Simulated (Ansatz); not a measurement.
Run report: La2O3, geometry relaxation (part 1 of 2)

La2O3 (5 atoms in the cell), computed with DFT PBE, scalar-relativistic, plane waves, PAW, no spin polarisation (Ansatz 0.2.0).

The structure derives from an entry of the Crystallography Open Database.

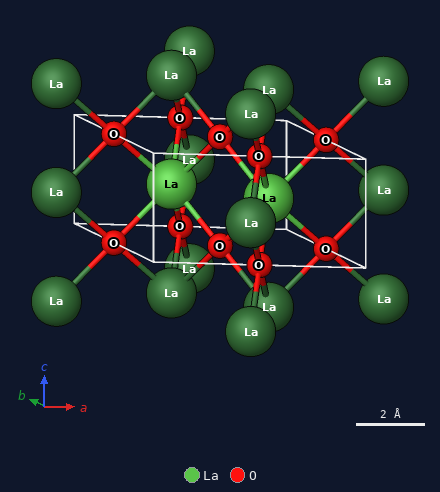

Fig. 1: The starting structure (ball-and-stick view of the cell of the calculation, seen slightly off an axis; neighbours outside the cell are drawn fainter).

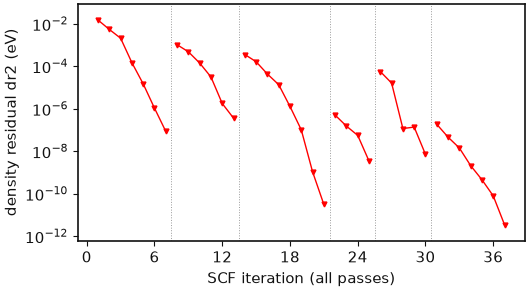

Fig. 2: Convergence of the self-consistent field: density residual dr2 against the SCF iteration. The dotted lines part the SCF passes of the relaxation: geometry steps, rejected trials and re-solves on a re-selected basis. The 6 passes take 4 to 8 iterations each, 37 in all.

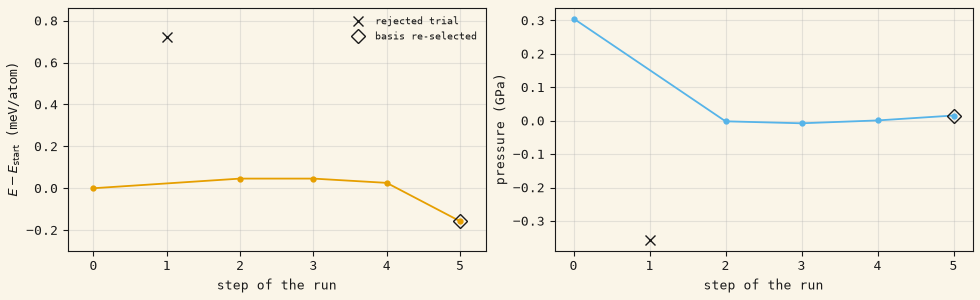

Fig. 3: Progress of the relaxation, step by step (the first geometry is step 0 here and step 1 in the log). The largest moves relative to the cell, 0.007 Å, are those of La1 and La2. By element the largest moves are La 0.007 Å, O 0.003 Å. The energy rises by next to nothing (0.0 meV per atom) in 4 geometry steps. Largest force component: 0.015 eV/Å at the start, 0.00066 eV/Å at the end. The pressure goes from 0.31 to 0.02 GPa. The line search rejected the trial step at point 1 (counted from 0) and went back. A last SCF at the same geometry on a re-selected plane-wave basis shifts the energy by −0.2 meV per atom. (Atoms are counted from 1 in the order of the input.)

The input that produced these results follows, with the program's output.

The input
```yaml
crystal:
  lattice:
    - [6.3572771829, 0.0, 0.0]
    - [-3.1786385915, 5.5055635393, 0.0]
    - [0.0, 0.0, 3.2882167209]
  atoms:
    - { symbol: La, position: [0.3333333333, 0.6666666667, 0.4977112089] }
    - { symbol: La, position: [0.6666666667, 0.3333333333, 0.5022887911] }
    - { symbol: O, position: [0.500484215, 0.500484215, 0.0] }
    - { symbol: O, position: [0.499515785, 0.0, 0.0] }
    - { symbol: O, position: [0.0, 0.499515785, 0.0] }
basis:
  ecutwfc: 420
kpoints:
  mp_grid: { grid: [6, 6, 8] }
hamiltonian:
  xc: pbe
scf:
  occupations: { method: gaussian, width: 0.02 }
output:
  forces: true
  stress: true
  eigenvalues: true
relax:
  adjacent_minimum: "off"
  f_tol: 0.005
  max_steps: 80
  cell: { stress_tol: 0.05 }
```

Launched with:
```bash
ansatz run input.yaml --threads 2 --pin off --max-ram 5632MiB --backend cpu --events-out ev --progress --plain --runs-dir out
```

The program's output
```
Engine: ansatz 0.2.0, x86_64-unknown-linux-gnu
Pseudopotentials: kind: paw
Pseudopotential: La, paw, valence charge 11, recommended cutoff 420 eV (normal), La.paw.azcp
Pseudopotential: O, paw, valence charge 6, recommended cutoff 420 eV (normal), O.paw.azcp
Functional definition: PBE
  parameter kappa = 0.804
  parameter beta = 0.06672455060314922
  exchange = pbe_x(kappa = kappa, mu = beta*pi^2/3)
  correlation = pbe_c(beta = beta)
Crystal: 5 atoms, lattice volume = 115.089 Å³
Basis set: ecut = 420 eV, 2279 PW (Γ), exchange–correlation on 90×90×48 points (8 copies of the dense FFT grid, shifted against one another)
Bands: 25, of which v1, the nominal top of the filled ones, is band 20 counted from 1 (19 counted from 0)
Symmetry: 6 space group operations
Space group: P321 (ITA 150), of the structure as read, at distance tolerance 4.9e-5 Å
k-points: 44 of 288 (time reversal used)
Non-local potential: La, projectors of the file, l = 0: 3, l = 1: 2, l = 2: 2, l = 3: 3
Non-local potential: O, projectors of the file, l = 0: 2, l = 1: 2, l = 2: 1
PAW form: soft (Blöchl's): semilocal exchange-correlation on the pseudo side does not see the compensation charge
PAW one-centre angular grid: La, 590 points (default); XC on 64 Gauss nodes
PAW one-centre angular grid: O, 110 points (default); XC on 64 Gauss nodes
Initial density: superposition of atomic densities (neutral atoms: chi_scale 0, normalization atom), corrected by the library's trained network
Initial wavefunctions: pseudopotential atomic-orbital guess
Functional: x = pbe(κ = 0.804, μ = 0.2195149727645171), c = pbe(β = 0.06672455060314922)
SCF iter   1: F=—  HF=-14211.008395 eV  |F-HF|=—  |Δ(HF+E_count)|=         —  Δρ=3.43e-3  dr2=1.52e-2  ethr=1.77e-3  ⟨swp⟩=8.4  Hψ=5813  notcnv=0
preconditioner: auto → Resta (q_TF=auto, 2.288 Å⁻¹)  ε∞=3.9  [insulator: Δε(μ)=1.621 eV  Ē_g=12.221 eV  σ=0.020 eV  W_gap=1.00  n_scr=32 (ndim 8)  ℏωp=20.8 eV  f_vac=0.255  D(μ)=0.00/eV (n_scr^D=0)  ε∞_Penn≈3.9]
SCF iter   2: F=—  HF=-14211.012957 eV  |F-HF|=—  |Δ(HF+E_count)|=   4.56e-3  Δρ=2.20e-3  dr2=5.51e-3  ethr=3.79e-5  ⟨swp⟩=4.7  Hψ=2550  notcnv=0  defer=36
SCF iter   3: F=—  HF=-14211.015855 eV  |F-HF|=—  |Δ(HF+E_count)|=   2.90e-3  Δρ=1.13e-3  dr2=2.12e-3  ethr=1.38e-5  ⟨swp⟩=2.9  Hψ=1722  notcnv=0  defer=36
SCF iter   4: F=—  HF=-14211.019621 eV  |F-HF|=—  |Δ(HF+E_count)|=   3.77e-3  Δρ=2.71e-4  dr2=1.49e-4  ethr=5.30e-6  ⟨swp⟩=5.5  Hψ=2289  notcnv=0  defer=37
SCF iter   5: F=—  HF=-14211.020149 eV  |F-HF|=—  |Δ(HF+E_count)|=   5.27e-4  Δρ=1.10e-4  dr2=1.50e-5  ethr=3.72e-7  ⟨swp⟩=2.7  Hψ=1758  notcnv=0  defer=36
SCF iter   6: F=—  HF=-14211.020141 eV  |F-HF|=—  |Δ(HF+E_count)|=   8.21e-6  Δρ=1.71e-5  dr2=1.08e-6  ethr=3.75e-8  ⟨swp⟩=2.0  Hψ=1608  notcnv=0  defer=36
SCF iter   7: F=-14211.020141 eV  HF=-14211.020141 eV  |F-HF|=2.87e-8  |Δ(HF+E_count)|=   3.01e-7  Δρ=7.96e-6  dr2=8.71e-8  ethr=2.50e-10  ⟨swp⟩=11.8  Hψ=6387  notcnv=0
SCF 1 converged in 7 iterations: F = -14211.020141 eV  dr2 = 8.71e-8
  greatest PAW one-centre occupation: 0.972 electrons in one spin orbital (limit 2), on the La atom at site 1 (counted from 0), in its partial waves of l = 0
relax step   1: F+E_penalty+E_count = -14211.02014088 eV  Δ(F+E_penalty+E_count) = +0.000e0 eV  max|allowed force component| = 1.544e-2 eV/Å  Δτ_max = 0.0000 Å  P = +0.306 GPa  Ω = 115.089 Å³  (7 SCF iters, dr2 threshold 1.00e-7 eV, accepted)
Crystal: 5 atoms, lattice volume = 116.222 Å³
Initial density: handed on by an earlier stage of this run
Initial wavefunctions: those handed on with the density
iter 1 solved again at ethr=2.55e-6 eV; its pass at ethr=3.10e-3 eV (dr2=1.02e-3 eV) is discarded
SCF iter   1: F=—  HF=-14211.017058 eV  |F-HF|=—  |Δ(HF+E_count)|=         —  Δρ=7.41e-4  dr2=1.05e-3  ethr=2.55e-6  ⟨swp⟩=3.1  Hψ=9367  notcnv=0  defer=1
preconditioner: auto → Resta (q_TF=auto, 2.284 Å⁻¹)  ε∞=3.9  [insulator: Δε(μ)=1.626 eV  Ē_g=12.172 eV  σ=0.020 eV  W_gap=1.00  n_scr=32 (ndim 8)  ℏωp=20.7 eV  f_vac=0.256  D(μ)=0.00/eV (n_scr^D=0)  ε∞_Penn≈3.9]
SCF iter   2: F=—  HF=-14211.016830 eV  |F-HF|=—  |Δ(HF+E_count)|=   2.28e-4  Δρ=4.14e-4  dr2=4.88e-4  ethr=2.55e-6  ⟨swp⟩=2.0  Hψ=1291  notcnv=0
SCF iter   3: F=—  HF=-14211.016621 eV  |F-HF|=—  |Δ(HF+E_count)|=   2.08e-4  Δρ=2.87e-4  dr2=1.44e-4  ethr=1.22e-6  ⟨swp⟩=2.7  Hψ=1863  notcnv=0  defer=1
SCF iter   4: F=—  HF=-14211.016552 eV  |F-HF|=—  |Δ(HF+E_count)|=   6.89e-5  Δρ=1.61e-4  dr2=3.18e-5  ethr=3.60e-7  ⟨swp⟩=2.0  Hψ=1567  notcnv=0
SCF iter   5: F=—  HF=-14211.016532 eV  |F-HF|=—  |Δ(HF+E_count)|=   1.99e-5  Δρ=2.32e-5  dr2=1.79e-6  ethr=7.94e-8  ⟨swp⟩=2.0  Hψ=1494  notcnv=0
SCF iter   6: F=-14211.016530 eV  HF=-14211.016531 eV  |F-HF|=3.27e-7  |Δ(HF+E_count)|=   1.73e-6  Δρ=1.84e-5  dr2=3.66e-7  ethr=1.02e-9  ⟨swp⟩=10.2  Hψ=6148  notcnv=0
SCF 2 converged in 6 iterations: F = -14211.016530 eV  dr2 = 3.66e-7
relax step   2: F+E_penalty+E_count = -14211.01653035 eV  Δ(F+E_penalty+E_count) = +3.611e-3 eV  max|allowed force component| = 1.073e-2 eV/Å  Δτ_max = 0.0034 Å  P = -0.356 GPa  Ω = 116.222 Å³  energy of the carried Pulay correction = -2.167e-3 eV  (6 SCF iters, dr2 threshold 4.07e-7 eV, rejected (line search))
Crystal: 5 atoms, lattice volume = 115.558 Å³
iter 1 solved again at ethr=1.05e-6 eV; its pass at ethr=3.10e-3 eV (dr2=4.20e-4 eV) is discarded
SCF iter   1: F=—  HF=-14211.019992 eV  |F-HF|=—  |Δ(HF+E_count)|=         —  Δρ=4.57e-4  dr2=3.63e-4  ethr=1.05e-6  ⟨swp⟩=3.6  Hψ=8882  notcnv=0  defer=1
preconditioner: auto → Resta (q_TF=auto, 2.286 Å⁻¹)  ε∞=3.9  [insulator: Δε(μ)=1.625 eV  Ē_g=12.181 eV  σ=0.020 eV  W_gap=1.00  n_scr=32 (ndim 8)  ℏωp=20.7 eV  f_vac=0.253  D(μ)=0.00/eV (n_scr^D=0)  ε∞_Penn≈3.9]
SCF iter   2: F=—  HF=-14211.019955 eV  |F-HF|=—  |Δ(HF+E_count)|=   3.76e-5  Δρ=2.57e-4  dr2=1.66e-4  ethr=9.08e-7  ⟨swp⟩=1.0  Hψ=1102  notcnv=0
SCF iter   3: F=—  HF=-14211.019937 eV  |F-HF|=—  |Δ(HF+E_count)|=   1.74e-5  Δρ=1.53e-4  dr2=4.37e-5  ethr=4.16e-7  ⟨swp⟩=2.8  Hψ=2000  notcnv=0
SCF iter   4: F=—  HF=-14211.019912 eV  |F-HF|=—  |Δ(HF+E_count)|=   2.51e-5  Δρ=1.06e-4  dr2=1.38e-5  ethr=1.09e-7  ⟨swp⟩=2.0  Hψ=1561  notcnv=0
SCF iter   5: F=—  HF=-14211.019909 eV  |F-HF|=—  |Δ(HF+E_count)|=   2.60e-6  Δρ=2.59e-5  dr2=1.30e-6  ethr=3.46e-8  ⟨swp⟩=2.0  Hψ=1485  notcnv=0
SCF iter   6: F=—  HF=-14211.019911 eV  |F-HF|=—  |Δ(HF+E_count)|=   1.74e-6  Δρ=8.73e-6  dr2=1.03e-7  ethr=3.25e-9  ⟨swp⟩=2.1  Hψ=1499  notcnv=0
SCF iter   7: F=—  HF=-14211.019911 eV  |F-HF|=—  |Δ(HF+E_count)|=   2.25e-8  Δρ=7.37e-7  dr2=1.09e-9  ethr=2.57e-10  ⟨swp⟩=2.0  Hψ=1734  notcnv=0
SCF iter   8: F=-14211.019911 eV  HF=-14211.019911 eV  |F-HF|=2.73e-11  |Δ(HF+E_count)|=  4.95e-10  Δρ=1.56e-7  dr2=3.15e-11  ethr=1.00e-12  ⟨swp⟩=6.3  Hψ=6496  notcnv=0
the search or the solves at the SCF's close seem to have found levels that the self-consistency loop had missed (the run counts 1). By its estimate they hold under 1e-12 electrons; where the run keeps them, the occupations were computed again with them
SCF 3 converged in 8 iterations: F = -14211.019911 eV  dr2 = 3.15e-11
relax step   3: F+E_penalty+E_count = -14211.01991118 eV  Δ(F+E_penalty+E_count) = +2.297e-4 eV  max|allowed force component| = 1.264e-2 eV/Å  Δτ_max = 0.0016 Å  P = -0.002 GPa  Ω = 115.558 Å³  energy of the carried Pulay correction = -8.994e-4 eV  (8 SCF iters, accepted)
Crystal: 5 atoms, lattice volume = 115.564 Å³
iter 1 solved again at ethr=1.30e-9 eV; its pass at ethr=3.10e-3 eV (dr2=5.20e-7 eV) is discarded
SCF iter   1: F=—  HF=-14211.019929 eV  |F-HF|=—  |Δ(HF+E_count)|=         —  Δρ=2.99e-5  dr2=5.07e-7  ethr=1.30e-9  ⟨swp⟩=4.0  Hψ=8641  notcnv=0
preconditioner: auto → Resta (q_TF=auto, 2.286 Å⁻¹)  ε∞=3.9  [insulator: Δε(μ)=1.622 eV  Ē_g=12.183 eV  σ=0.020 eV  W_gap=1.00  n_scr=32 (ndim 8)  ℏωp=20.7 eV  f_vac=0.253  D(μ)=0.00/eV (n_scr^D=0)  ε∞_Penn≈3.9]
SCF iter   2: F=—  HF=-14211.019911 eV  |F-HF|=—  |Δ(HF+E_count)|=   1.85e-5  Δρ=1.52e-5  dr2=1.54e-7  ethr=1.27e-9  ⟨swp⟩=1.9  Hψ=1817  notcnv=0
SCF iter   3: F=—  HF=-14211.019911 eV  |F-HF|=—  |Δ(HF+E_count)|=   1.37e-8  Δρ=7.14e-6  dr2=5.64e-8  ethr=3.84e-10  ⟨swp⟩=2.8  Hψ=1880  notcnv=0
SCF iter   4: F=-14211.019911 eV  HF=-14211.019911 eV  |F-HF|=1.46e-10  |Δ(HF+E_count)|=   1.04e-8  Δρ=1.56e-6  dr2=3.49e-9  ethr=2.50e-11  ⟨swp⟩=3.0  Hψ=4581  notcnv=0
SCF 4 converged in 4 iterations: F = -14211.019911 eV  dr2 = 3.49e-9
relax step   4: F+E_penalty+E_count = -14211.01991064 eV  Δ(F+E_penalty+E_count) = +5.430e-7 eV  max|allowed force component| = 1.179e-2 eV/Å  Δτ_max = 0.0004 Å  P = -0.008 GPa  Ω = 115.564 Å³  energy of the carried Pulay correction = -9.114e-4 eV  (4 SCF iters, dr2 threshold 9.98e-9 eV, accepted)
Crystal: 5 atoms, lattice volume = 115.549 Å³
iter 1 solved again at ethr=1.41e-7 eV; its pass at ethr=3.10e-3 eV (dr2=5.66e-5 eV) is discarded
```
